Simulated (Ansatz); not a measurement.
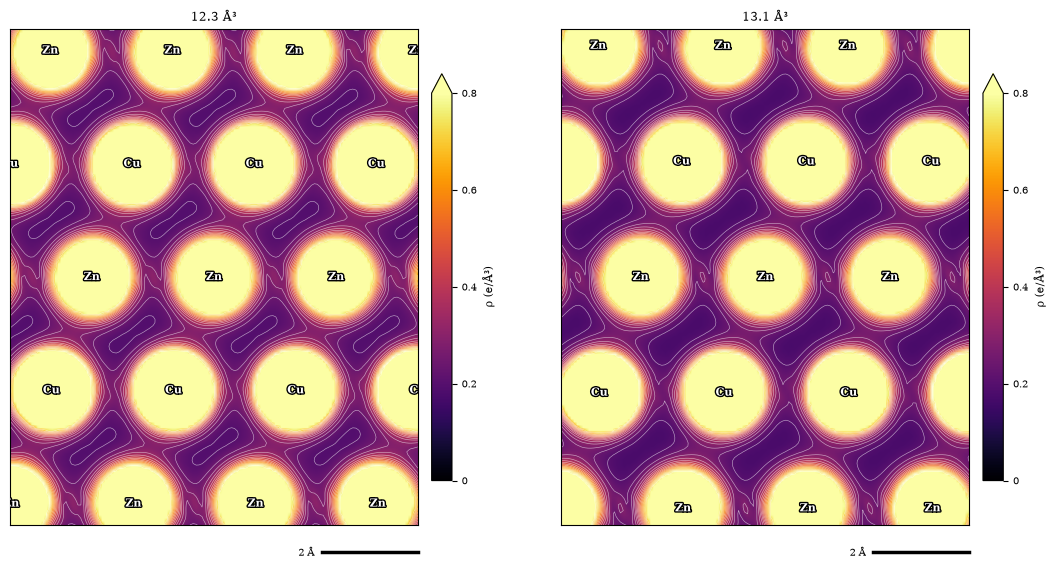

ZnCu. The valence electron density of cells scaled evenly to different volumes (given per atom above each panel), on the (101̄) plane of each (indices in the axes of the cell below), at one length scale and on one colour scale.

A structure from a database of computed crystals, not necessarily the ambient phase.

Theory: Kohn-Sham DFT of a periodic cell, PBE, Ansatz PAW (Ansatz).

The largest cell:

```
CELL_PARAMETERS angstrom
1.48804 -2.12128 0.00000
1.48804 2.12128 0.00000
0.00000 0.00000 4.14075
ATOMIC_POSITIONS crystal
Zn 0.50000 0.50000 0.50000
Cu 0.00000 0.00000 0.00000
```

| volume (Å³/atom) | Zn–Cu contact in the plane (Å) | ρ at its midpoint (e/Å³) | pressure (GPa) | 
| --- | --- | --- | --- |
| 12.29 | 2.498 | 0.291 | 8.3 | 
| 12.55 | 2.515 | ? | ? | 
| 13.07 | 2.550 | 0.265 | 0.2 | 

> What values belong in the row with question marks?

Over the known rows ln ρ falls by 1.80 per Å of Zn–Cu distance (the line through the two), which gives 0.282 e/Å³ at 2.515 Å; the calculation gives 0.282 e/Å³. For the pressure, a straight line in volume between the neighbouring rows gives 5.6 GPa; the calculation gives 5.3.
